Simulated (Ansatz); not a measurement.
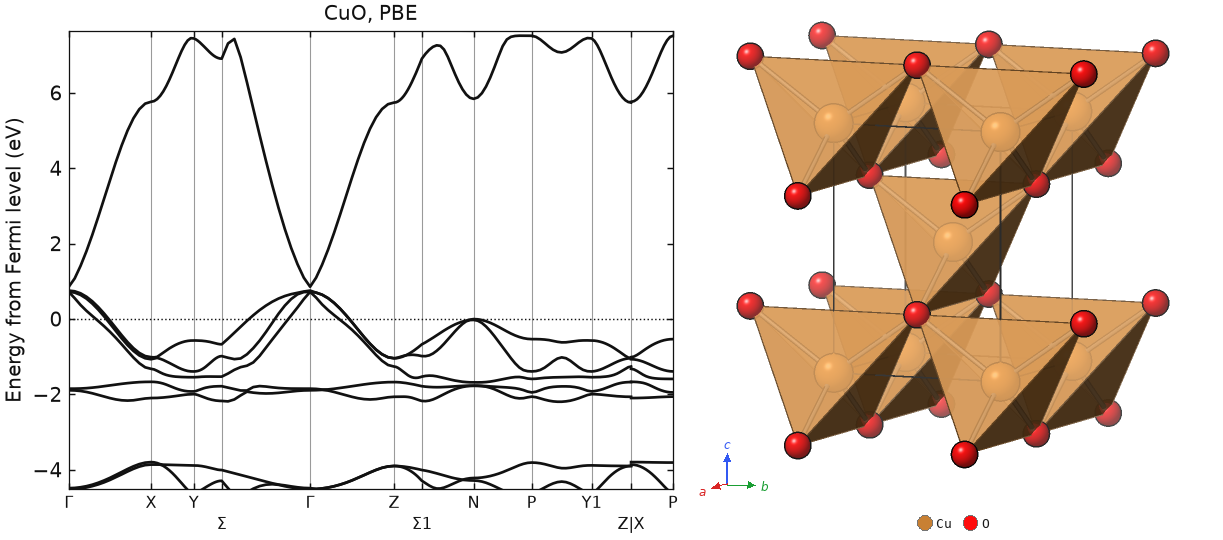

Band structure, beside the structure. Energies are counted from the Fermi level.

The material is tetragonally strained zincblende CuO, space group I-4m2 (No. 119), 2 atoms in the primitive cell; a = 3.291 Å, c = 4.561 Å (tetragonal axes).

Ansatz 0.2.0; PBE, Ansatz PAW, no spin polarisation, no spin-orbit coupling, 8×8×8 k mesh, 420 eV cutoff, Fermi-Dirac smearing of 0.05 eV.

Question: Metal, semiconductor or insulator?

Answer: A metal: 3 bands cross the Fermi level along this path.

Question: Which levels at X lie nearest to the Fermi level?

Answer: At X the nearest levels lie 1.01 eV below and 5.76 eV above the Fermi level.

An odd number of electrons without spin polarisation forces a metal; a magnetic or distorted state may lie lower. The run has no spin polarisation, though such a crystal can be magnetic. Semilocal functionals often make such compounds metallic where correlation or magnetic order opens a gap, which also shifts bond lengths. The k mesh is thin for a metal, so its Fermi level is uncertain by some hundredths of an eV. The cell is under a strain of −2 % (uniaxial). The cell is at −8 GPa in this functional. Most measured crystals of this composition in the Crystallography Open Database have another space group (No. 15). The cell was built from a pattern and not relaxed, so its bond lengths can be off. In reduced coordinates of the cell that was run, X is (0, 0.5, 0.5), Y is (0.26, 0.5, 0.76), Σ is (0.38, 0.38, 0.76), Z is (−0.5, −0.5, 0), Σ1 is (−0.38, −0.38, 0.24), N is (0, 0, 0.5), P is (−0.25, 0.25, 0.5) and Y1 is (−0.5, −0.26, 0.24).
